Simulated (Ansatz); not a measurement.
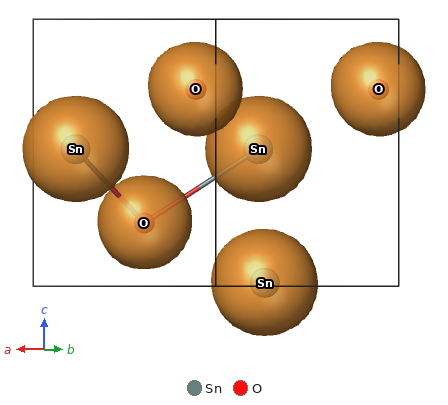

Figure 1: SnO. Isosurface of the valence charge density (pseudo) at 1 e/Å³ (orange), seen along [110]. Sticks mark near contacts.

Space group Pmn2₁; a structure from a database of computed crystals, not necessarily the ambient phase; not relaxed (largest force 0.6 eV/Å); computed pressure about −3 GPa in this cell.

Level of theory: DFT r2SCAN, scalar-relativistic, plane waves, PAW (Ansatz).

Core electrons are frozen (PAW), and the valence fields are smoothed inside the atomic spheres.

Q: How is the density connected at this value?

A: At this value the density breaks into separate islands; it holds about 65 % of the electrons treated as valence (semicore included). It bridges none of the near contacts. It is pinched off along the sampled Sn–O (2.15 Å) contacts. On the grid the lowest density along these lines, outside the cores, is 0.54 e/Å³ (Sn–O, 2.15 Å).

Q: Metal or insulator at this level of theory?

A: It is gapped, with a Kohn–Sham gap of 1.7 eV on the k-point mesh (the band edges may lie off the mesh, which would make the gap smaller).
